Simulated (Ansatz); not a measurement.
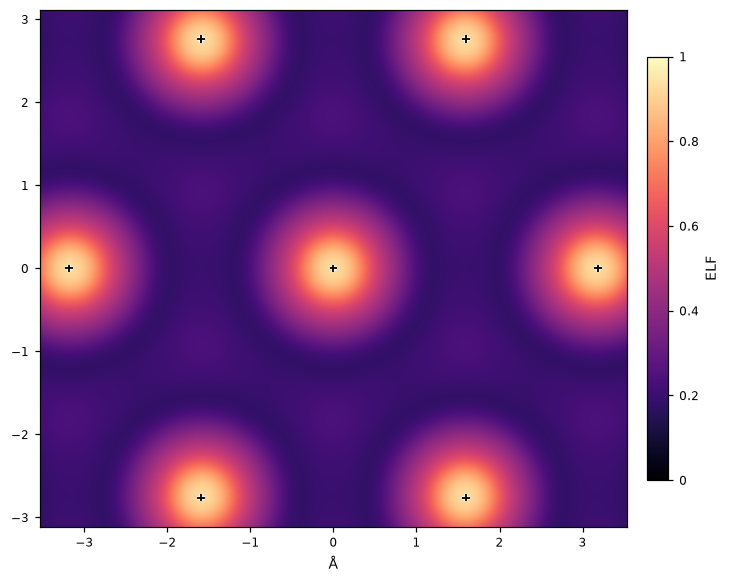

The ELF on a plane through atoms (crosses mark nuclei in the plane).

Level of theory: DFT PBE, scalar-relativistic, plane waves, PAW in Ansatz 0.2.0.

Candidates:
A. FeO, a = 4.31 Å, b = 4.31 Å, c = 4.31 Å, α = 90.00°, β = 90.00°, γ = 90.00°. Space group Fm-3m; spin-polarised.
B. Cs, a = 5.49 Å, b = 5.49 Å, c = 8.95 Å, α = 90.00°, β = 90.00°, γ = 120.00°. Space group P6₃/mmc; a structure from a database of computed crystals, not necessarily the ambient phase.
C. Cd, a = 4.51 Å, b = 4.51 Å, c = 4.51 Å, α = 90.00°, β = 90.00°, γ = 90.00°. Space group Fm-3m; a structure from a database of computed crystals, not necessarily the ambient phase.

Which system is this?

Candidate C: Cd on the (111) plane of the conventional cell, which holds Cd. Cd–Cd (3.19 Å): the ELF is about 0.20 at the midpoint; no localised pair shows between them.
